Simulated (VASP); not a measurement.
# Geometry relaxation, with input and output: P

P (R-3m, 2 atoms in the cell), computed with Kohn-Sham DFT of a periodic cell, LDA, VASP PAW LDA potentials, recommended, no spin polarisation (VASP 6.6.1).

The structure derives from a Materials Project entry.

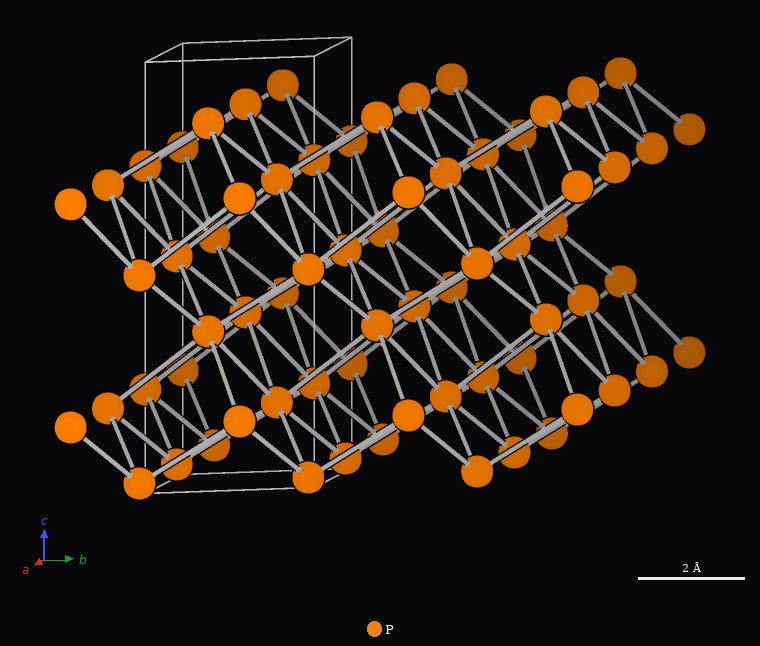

Figure 1. The structure as given in the input (ball-and-stick view of the cell 3 times as large as that of the calculation, set on its symmetry axes, repeated 3 × 3 × 1, seen slightly off an axis). An atom can appear more than once, as a periodic image. Near neighbours in the periodic cell (some may lie outside the picture): P has 6 P at 2.30 to 2.46 Å.

## Summary

| quantity | value |
| --- | --- |
| outcome | converged |
| space group (tolerance 0.01 Å) | R-3m (166) |
| electrons treated | 10 |
| free energy | −12.0876 eV |
| gap on the k-point mesh | none (metallic) |
| pressure | 7.41 GPa |
| final volume | 26.91 Å³ |
| largest force (length of the vector) at the end | 0.001 eV/Å |
| final cell | a = 3.362 Å, b = 3.362 Å, c = 3.362 Å, α = 60.07°, β = 60.07°, γ = 60.07° |
| hardware | 1 thread of Intel Xeon (Granite Rapids), 64 GiB of memory available, shared host |
| wall time | 29 s |
| peak memory | 0.15 GiB |

## Notes

The cell was relaxed to the target pressure of the input; what is minimised is then the enthalpy E + pV.

## INCAR
```
ALGO = Fast ; EDIFF = 1E-7
EDIFFG = -0.002 ; ENCUT = 520
GGA = CA ; IBRION = 2
ISIF = 3 ; ISMEAR = 0
LASPH = T ; LCHARG = F
LREAL = F ; LWAVE = F
NELM = 60 ; NSW = 80
PREC = Accurate ; PSTRESS = 74.0
SIGMA = 0.02
```

## KPOINTS
```
k-points
0
Gamma
  12 12 12
```

## POSCAR
```
P                                       
1.0
    1.6829710107      0.9716637698      2.7438782212
   -1.6829710107      0.9716637698      2.7438782212
    0.0000000000     -1.9433275241      2.7438782191
  P             
     2
Direct
     0.2412544623881466    0.2412544623881466    0.2412544623911230
     0.7587455376118536    0.7587455376118536    0.7587455376088771
```

Launch command:
```bash
cat potpaw_LDA.64/P/POTCAR > POTCAR
mpirun -np 1 vasp_std > vasp.out
```

## OSZICAR
```
N       E                     dE             d eps       ncg     rms          rms(c)
DAV:   1     0.216669184066E+02    0.21667E+02   -0.49008E+03  3418   0.981E+02
DAV:   2    -0.112440772437E+02   -0.32911E+02   -0.31781E+02  5052   0.132E+02
DAV:   3    -0.121344807300E+02   -0.89040E+00   -0.88172E+00  4439   0.231E+01
DAV:   4    -0.121394215115E+02   -0.49408E-02   -0.49176E-02  5077   0.173E+00
DAV:   5    -0.121394414904E+02   -0.19979E-04   -0.19975E-04  4444   0.732E-02    0.790E+00
RMM:   6    -0.121060735375E+02    0.33368E-01   -0.65464E-03  3402   0.596E-01    0.473E+00
RMM:   7    -0.120879594333E+02    0.18114E-01   -0.14804E-02  3403   0.943E-01    0.898E-02
RMM:   8    -0.120879168826E+02    0.42551E-04   -0.12548E-03  3403   0.329E-01    0.692E-02
RMM:   9    -0.120879384342E+02   -0.21552E-04   -0.21736E-04  3412   0.130E-01    0.679E-02
RMM:  10    -0.120879469754E+02   -0.85413E-05   -0.39110E-05  3403   0.584E-02    0.623E-02
RMM:  11    -0.120879440964E+02    0.28790E-05   -0.15787E-05  3413   0.317E-02    0.800E-03
RMM:  12    -0.120879444379E+02   -0.34147E-06   -0.33175E-06  3419   0.155E-02    0.145E-02
RMM:  13    -0.120879444825E+02   -0.44628E-07   -0.54717E-07  2882   0.566E-03
   1 F= -.10844490E+02 E0= -.10844451E+02  d E =-.108445E+02
       N       E                     dE             d eps       ncg     rms          rms(c)
DAV:   1    -0.120875704064E+02    0.37403E-03   -0.38321E-05  4914   0.410E-02    0.124E-02
RMM:   2    -0.120875697232E+02    0.68311E-06   -0.64776E-07  3402   0.663E-03    0.724E-03
RMM:   3    -0.120875694323E+02    0.29089E-06   -0.63687E-07  3402   0.568E-03    0.149E-03
RMM:   4    -0.120875694331E+02   -0.71134E-09   -0.37302E-08  2112   0.191E-03
   2 F= -.10844491E+02 E0= -.10844451E+02  d E =-.458565E-06
```

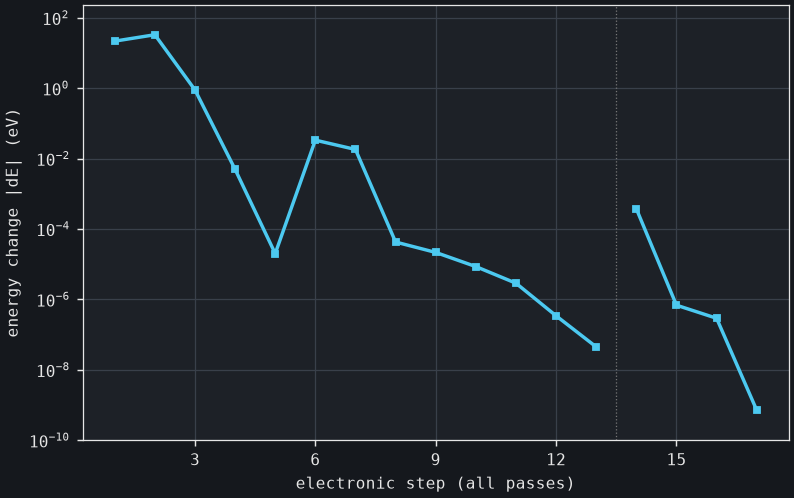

Figure 2. Convergence of the self-consistent field: energy change |dE| against the electronic step. Each stretch between dotted lines is the SCF of one geometry step of a relaxation. The 2 ionic steps take 4 to 13 electronic steps each. The density is held fixed in the first few steps, and dE rises again when its update begins.

## Parts of OUTCAR
```
EDIFF = 1E-7
   EDIFFG = -0.002
   ENCUT = 520
   GGA = CA
   IBRION = 2
   ISIF = 3
   ISMEAR = 0
   LASPH = T
   LREAL = F
   NELM = 60
   NSW = 80
   PREC = Accurate
   PSTRESS = 74.0

 ion  position               nearest neighbor table
   1  0.241  0.241  0.241-   2 2.30   2 2.30   2 2.30   2 2.46   2 2.46   2 2.46
   2  0.759  0.759  0.759-   1 2.30   1 2.30   1 2.30   1 2.46   1 2.46   1 2.46

  LATTYP: Found a trigonal (rhomboedric) cell.
 ALAT       =     3.3623488215
 COS(alpha) =     0.4989307713

  Lattice vectors:

 A1 = (   1.6829710107,   0.9716637698,   2.7438782212)
 A2 = (  -1.6829710107,   0.9716637698,   2.7438782212)
 A3 = (   0.0000000000,  -1.9433275241,   2.7438782191)

Analysis of symmetry for initial positions (statically):
=====================================================================
 Subroutine PRICEL returns:
 Original cell was already a primitive cell.

 Routine SETGRP: Setting up the symmetry group for a
 trigonal (rhombohedral) supercell.

 Subroutine GETGRP returns: Found 12 space group operations
 (whereof 12 operations were pure point group operations)
 out of a pool of 12 trial point group operations.

The static configuration has the point symmetry D_3d.

Analysis of symmetry for dynamics (positions and initial velocities):
=====================================================================
 Subroutine PRICEL returns:
 Original cell was already a primitive cell.

 Routine SETGRP: Setting up the symmetry group for a
 trigonal (rhombohedral) supercell.

 Subroutine GETGRP returns: Found 12 space group operations
 (whereof 12 operations were pure point group operations)
 out of a pool of 12 trial point group operations.

The dynamic configuration has the point symmetry D_3d.

 Subroutine INISYM returns: Found 12 space group operations
 (whereof 12 operations are pure point group operations),
 and found     1 'primitive' translations

----------------------------------------------------------------------------------------

                                     Primitive cell

  volume of cell :      26.9221

  direct lattice vectors                    reciprocal lattice vectors
     1.682971011  0.971663770  2.743878221     0.297093650  0.171527099  0.121482553
    -1.682971011  0.971663770  2.743878221    -0.297093650  0.171527099  0.121482553
     0.000000000 -1.943327524  2.743878219     0.000000000 -0.343054198  0.121482554

  length of vectors
     3.362348821  3.362348821  3.362348814     0.363928830  0.363928830  0.363928831

  position of ions in fractional coordinates (direct lattice)
     0.241254462  0.241254462  0.241254462
     0.758745538  0.758745538  0.758745538

  ion indices of the primitive-cell ions
   primitive index   ion index
                 1           1
                 2           2

----------------------------------------------------------------------------------------

 KPOINTS: k-points

Automatic generation of k-mesh.
 Grid dimensions read from file:
 generate k-points for:   12   12   12

 Generating k-lattice:

  Cartesian coordinates                     Fractional coordinates (reciprocal lattice)
     0.024757804  0.014293925  0.010123546     0.083333333  0.000000000  0.000000000
    -0.024757804  0.014293925  0.010123546     0.000000000  0.083333333  0.000000000
     0.000000000 -0.028587850  0.010123546     0.000000000  0.000000000  0.083333333

  Length of vectors
     0.030327402  0.030327402  0.030327403

  Shift w.r.t. Gamma in fractional coordinates (k-lattice)
     0.000000000  0.000000000  0.000000000

 Subroutine IBZKPT returns following result:
 ===========================================

 Found    189 irreducible k-points:

 Following reciprocal coordinates:
            Coordinates               Weight
  0.000000  0.000000  0.000000      1.000000
  0.083333  0.000000  0.000000      6.000000
  0.166667  0.000000  0.000000      6.000000
  0.250000  0.000000  0.000000      6.000000
  0.333333  0.000000  0.000000      6.000000
  0.416667  0.000000  0.000000      6.000000
  0.500000  0.000000  0.000000      3.000000
  0.083333  0.083333  0.000000      6.000000
  0.166667  0.083333  0.000000     12.000000
  0.250000  0.083333  0.000000     12.000000
  0.333333  0.083333  0.000000     12.000000
  0.416667  0.083333  0.000000     12.000000
  0.500000  0.083333  0.000000     12.000000
 -0.416667  0.083333 -0.000000     12.000000
 -0.333333  0.083333 -0.000000     12.000000
 -0.250000  0.083333 -0.000000     12.000000
 -0.166667  0.083333 -0.000000     12.000000
 -0.083333  0.083333  0.000000      6.000000
  0.166667  0.166667  0.000000      6.000000
  0.250000  0.166667  0.000000     12.000000
  0.333333  0.166667  0.000000     12.000000
  0.416667  0.166667  0.000000     12.000000
  0.500000  0.166667  0.000000     12.000000
 -0.416667  0.166667  0.000000     12.000000
 [... further k-points ...]
   k-points           NKPTS =    189   k-points in BZ     NKDIM =    189   number of bands    NBANDS=      9
   number of dos      NEDOS =    301   number of ions     NIONS =      2
   total plane-waves  NPLWV =  21952
   dimension x,y,z NGX =    28 NGY =   28 NGZ =   28
   dimension x,y,z NGXF=    56 NGYF=   56 NGZF=   56
   ions per type =               2
   NGX,Y,Z   is equivalent  to a cutoff of  13.84, 13.84, 13.84 a.u.
   NGXF,Y,Z  is equivalent  to a cutoff of  27.69, 27.69, 27.69 a.u.
 SYSTEM =  unknown system
   PREC   = accura    normal or accurate (medium, high low for compatibility)
   ISTART =      0    job   : 0-new  1-cont  2-samecut
   ICHARG =      2    charge: 1-file 2-atom 10-const
   ISPIN  =      1    spin polarized calculation?
   LNONCOLLINEAR =      F non collinear calculations
   LSORBIT =      F    spin-orbit coupling
   LASPH  =      T    aspherical Exc in radial PAW
   ENCUT  =  520.0 eV  38.22 Ry    6.18 a.u.   6.25  6.25  6.25*2*pi/ulx,y,z
   NELM   =     60;   NELMIN=  2; NELMDL= -5     # of ELM steps
   EDIFF  = 0.1E-06   stopping-criterion for ELM
   LREAL  =      F    real-space projection
   EDIFFG = -.2E-02   stopping-criterion for IOM
   NSW    =     80    number of steps for IOM
   IBRION =      2    ionic relax: 0-MD 1-quasi-New 2-CG
   NFREE  =      1    steps in history (QN), initial steepest desc. (CG)
   ISIF   =      3    stress and relaxation
   ISYM   =      2    0-nonsym 1-usesym 2-fastsym
   POTIM  = 0.5000    time-step for ionic-motion
   TEBEG  =    0.0;   TEEND  =   0.0 temperature during run
   PSTRESS=   74.0 pullay stress
   NELECT =      10.0000    total number of electrons
   NUPDOWN=      -1.0000    fix difference up-down
   EMIN   =  10.00;   EMAX   =-10.00  energy-range for DOS
   EFERMI =   0.00;   METHOD = LEGACY
   ISMEAR =     0;   SIGMA  =   0.02  broadening in eV -4-tet -1-fermi 0-gaus
   EFERMI_NEDOS =   21; number of points for ismear=-14 and -15
   IALGO  =     68    algorithm
   IMIX   =      4    mixing-type and parameters
     AMIX     =   0.40;   BMIX     =  1.00
     AMIX_MAG =   1.60;   BMIX_MAG =  1.00
  volume/ion in A,a.u.               =      13.46        90.84
  Fermi-wavevector in a.u.,A,eV,Ry     =   1.176807  2.223843 18.842366  1.384875
  Thomas-Fermi vector in A             =   2.313165
   LORBIT       =      0    0 simple, 1 ext, 2 COOP (PROOUT), +10 PAW based schemes
   GGA     = CA    functional components
   LHFCALC =     F    Hartree Fock is set to
   AEXX    =    0.0000 exact exchange contribution
   IVDW    =     0    specifies the selected vdW correction
   LEPSILON=     F    determine dielectric tensor
   LRPA    =     F    only Hartree local field effects (RPA)
 conjugate gradient relaxation of ions
 non-spin polarized calculation
 RMM-DIIS sequential band-by-band and
 Gauss-broadening in eV      SIGMA  =   0.02
  energy-cutoff  :      520.00
  volume of cell :       26.92
 maximum number of plane-waves:       745
 NGX is ok and might be reduce to    28
   NGX = 13   NGY = 13   NGZ = 13

--------------------------------------- Ionic step        1  -------------------------------------------

 number of electron      10.0000000 magnetization

 Free energy of the ion-electron system (eV)
  ---------------------------------------------------
  ext. energy  EPLUGINS =         0.00000000
  ---------------------------------------------------
  free energy    TOTEN  =       -12.08794448 eV

  energy without entropy =      -12.08786556  energy(sigma->0) =      -12.08790502

------------------------ aborting loop because EDIFF is reached ----------------------------------------

  FORCE on cell =-STRESS in cart. coord.  units (eV):
  Direction    XX          YY          ZZ          XY          YZ          ZX
  --------------------------------------------------------------------------------------
  -------------------------------------------------------------------------------------
  Total        1.2395697      1.2395697      1.2387029      0.0000000      0.0000000      0.0000000
  in kB       73.7688177     73.7688175     73.7172322      0.0000000      0.0000002      0.0000000
  external PRESSURE =      -0.2483775 kB  Pullay stress =      74.0000000 kB

 VOLUME and BASIS-vectors are now :
 -----------------------------------------------------------------------------
  energy-cutoff  :      520.00
  volume of cell :       26.92
      direct lattice vectors                 reciprocal lattice vectors
     1.682971011  0.971663770  2.743878221     0.297093650  0.171527099  0.121482553
    -1.682971011  0.971663770  2.743878221    -0.297093650  0.171527099  0.121482553
     0.000000000 -1.943327524  2.743878219     0.000000000 -0.343054198  0.121482554

 POSITION                                       TOTAL-FORCE (eV/Angst)
 -----------------------------------------------------------------------------------
      0.00000      0.00000      1.98592         0.000000     -0.000000     -0.000805
      0.00000      0.00000      6.24572         0.000000      0.000000      0.000805
 -----------------------------------------------------------------------------------
    total drift:                                0.000000     -0.000000     -0.000000

  FREE ENERGIE OF THE ION-ELECTRON SYSTEM (eV)
  ---------------------------------------------------
  free  energy   TOTEN  =       -12.0879444825 eV

  energy  without entropy=      -12.0878655618  energy(sigma->0) =      -12.08790502

  enthalpy is  TOTEN    =       -10.8444900844 eV   P V=        1.2434543981

--------------------------------------- Ionic step        2  -------------------------------------------

 number of electron      10.0000000 magnetization

 Free energy of the ion-electron system (eV)
  ---------------------------------------------------
  ext. energy  EPLUGINS =         0.00000000
  ---------------------------------------------------
  free energy    TOTEN  =       -12.08756943 eV

  energy without entropy =      -12.08749066  energy(sigma->0) =      -12.08753005

 E-fermi :  10.9288     XC(G=0): -11.7235     alpha+bet :-16.5736

 val. band max:       10.9282329739   @ k =   0.0833   0.0833   0.0833
 cond. band min:      10.9545477543   @ k =  -0.4167   0.0833   0.0833
 fundamental gap:      0.0263147803
 Fermi energy:        10.9288017205

 k-point     1 :       0.0000    0.0000    0.0000
  band No.  band energies     occupation
      1      -6.5548      2.00000
      2       8.3939      2.00000
      3       8.3939      2.00000
      4       8.6184      2.00000
      5      10.0068      2.00000
      6      14.4784      0.00000
      7      14.8774      0.00000
      8      14.8774      0.00000
      9      16.4178      0.00000

 k-point     2 :       0.0833    0.0000    0.0000
  band No.  band energies     occupation
      1      -6.4287      2.00000
      2       7.1262      2.00000
      3       8.3545      2.00000
      4       8.5560      2.00000
      5      10.8540      2.00000
      6      14.4020      0.00000
      7      14.7592      0.00000
      8      15.0349      0.00000
      9      15.5619      0.00000

 k-point     3 :       0.1667    0.0000    0.0000
  band No.  band energies     occupation
      1      -6.0510      2.00000
      2       5.1506      2.00000
      3       8.2737      2.00000
      4       8.4770      2.00000
      5      11.4885      0.00000
      6      13.4496      0.00000
      7      13.4589      0.00000
      8      14.9993      0.00000
      9      16.0578      0.00000

 k-point     4 :       0.2500    0.0000    0.0000
  band No.  band energies     occupation
      1      -5.4243      2.00000
      2       3.1407      2.00000
      3       8.2258      2.00000
      4       8.4416      2.00000
      5      11.5377      0.00000
      6      12.1736      0.00000
      7      12.3400      0.00000
      8      14.3483      0.00000
      9      17.3973      0.00000

 k-point     5 :       0.3333    0.0000    0.0000
  band No.  band energies     occupation
      1      -4.5533      2.00000
      2       1.2297      2.00000
      3       8.2647      2.00000
      4       8.5131      2.00000
      5      10.9205      1.44379
      6      11.1244      0.00000
      7      11.9665      0.00000
      8      13.6053      0.00000
      9      19.0227      0.00000

 [... the levels of 18 k-points are left out ...]

 k-point    24 :      -0.4167    0.1667    0.0000
  band No.  band energies     occupation
      1      -2.1887      2.00000
      2      -1.2044      2.00000
      3       5.3138      2.00000
      4       7.5747      2.00000
      5       8.9160      2.00000
      6      11.7713      0.00000
      7      14.3276      0.00000
      8      15.8933      0.00000
      9      19.5960      0.00000

 [... further k-points ...]

------------------------ aborting loop because EDIFF is reached ----------------------------------------

  FORCE on cell =-STRESS in cart. coord.  units (eV):
  Direction    XX          YY          ZZ          XY          YZ          ZX
  --------------------------------------------------------------------------------------
  -------------------------------------------------------------------------------------
  Total        1.2450344      1.2450344      1.2446382      0.0000000      0.0000000      0.0000000
  in kB       74.1164090     74.1164087     74.0928266      0.0000000      0.0000002      0.0000000
  external PRESSURE =       0.1085481 kB  Pullay stress =      74.0000000 kB

 VOLUME and BASIS-vectors are now :
 -----------------------------------------------------------------------------
  energy-cutoff  :      520.00
  volume of cell :       26.91
      direct lattice vectors                 reciprocal lattice vectors
     1.682813311  0.971572722  2.743563740     0.297121491  0.171543173  0.121496478
    -1.682813311  0.971572722  2.743563740    -0.297121491  0.171543173  0.121496478
     0.000000000 -1.943145428  2.743563738     0.000000000 -0.343086346  0.121496479

 POSITION                                       TOTAL-FORCE (eV/Angst)
 -----------------------------------------------------------------------------------
      0.00000      0.00000      1.98565         0.000000      0.000000      0.000946
      0.00000      0.00000      6.24504         0.000000     -0.000000     -0.000946
 -----------------------------------------------------------------------------------
    total drift:                               -0.000000     -0.000000      0.000000

  FREE ENERGIE OF THE ION-ELECTRON SYSTEM (eV)
  ---------------------------------------------------
  free  energy   TOTEN  =       -12.0875694331 eV

  energy  without entropy=      -12.0874906646  energy(sigma->0) =      -12.08753005

  enthalpy is  TOTEN    =       -10.8444905429 eV   P V=        1.2430788901

 reached required accuracy - stopping structural energy minimisation
```

## CONTCAR
```
P
   1.00000000000000
     1.6828133111390855    0.9715727220435124    2.7435637404893587
    -1.6828133111390855    0.9715727220435124    2.7435637404893587
     0.0000000000000000   -1.9431454279480376    2.7435637381628064
  P
     2
Direct
     0.2412497451637128    0.2412497451637128    0.2412497451666900
     0.7587502548362872    0.7587502548362872    0.7587502548333100

  0.00000000E+00  0.00000000E+00  0.00000000E+00
  0.00000000E+00  0.00000000E+00  0.00000000E+00
```

## Trajectory as extended XYZ (Å, eV, eV/Å), 2 frames, from step=0 to step=1
```
2
Lattice="1.6830 0.9717 2.7439 -1.6830 0.9717 2.7439 0.0000 -1.9433 2.7439" Properties=species:S:1:pos:R:3:forces:R:3 step=0 energy=-12.08795
P     0.0000    0.0000    1.9859    0.0000   0.0000  -0.0008
P     0.0000    0.0000    6.2457    0.0000   0.0000   0.0008
2
Lattice="1.6828 0.9716 2.7436 -1.6828 0.9716 2.7436 0.0000 -1.9431 2.7436" Properties=species:S:1:pos:R:3:forces:R:3 step=1 energy=-12.08757
P     0.0000    0.0000    1.9857    0.0000   0.0000   0.0009
P     0.0000    0.0000    6.2450    0.0000   0.0000  -0.0009
```
